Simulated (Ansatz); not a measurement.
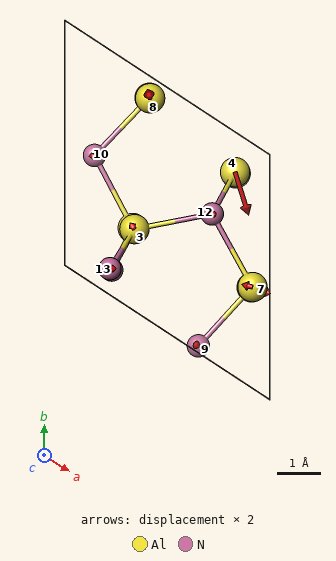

A relaxation of solid Al8N5 (a generated structure, set up in P1) (coarse preliminary run). The starting structure is drawn; red arrows show the displacements (the part carried along by the change of the cell is left out), magnified 2 times.

The picture is a ball-and-stick view of the cell of the calculation, seen along the c axis.

Case: 3 of 8 N atoms taken out at random.

Method: Ansatz, DFT PBE, scalar-relativistic, plane waves, PAW. (plane-wave cutoff 420 eV; k-point mesh 3 × 3 × 3; occupations gaussian; smearing width 0.1 eV; no spin polarisation; cell and atoms relaxed; force threshold 0.04 eV/Å; at most 50 steps)

Question: Describe the change and its energy.

Answer: Over 8 accepted moves (11 points after the start) the energy falls by 0.927 eV per cell of the calculation. The largest force component goes from 1.2 to 0.023 eV/Å. Pressure: −0.78 GPa at the start and −0.07 GPa at the end. The line search rejected the trial step at point 7 of the run. At 2 points the geometry stayed and the basis and grid were re-selected for the new cell (energy shift of 5.8 meV per cell of the calculation at most each time). An Al atom moves most relative to the cell: 0.56 Å along [1 −2 −1]. Largest moves by element: Al 0.56 Å, N 0.11 Å. The volume changes by −1.6 %, with a 5.914 → 6.110 Å (+3.3 %), b 5.914 → 6.109 Å (+3.3 %), c 6.260 → 6.022 Å (−3.8 %), α 105.3° → 104.7°, β 105.3° → 104.4°, γ 116.1° → 120.3°. Some distances before and after: Al–N 1.842 → 1.954 Å, Al–N 1.856 → 1.935 Å, Al–N 1.908 → 1.958 Å, Al–N 1.951 → 1.903 Å. Bond angles that change, for instance: Al–N–Al 108.3° → 92.4°, Al–N–Al 107.3° → 92.4°, N–Al–N 112.3° → 99.8°. The space group (tolerance 0.01 Å) goes from P1 (No. 1) to Cm (No. 8). The run took 68 s on 4 threads of Intel(R) Xeon(R) Processor @ 2.50GHz (Skylake/Cascade Lake) (shared host), peak memory 0.53 GiB.
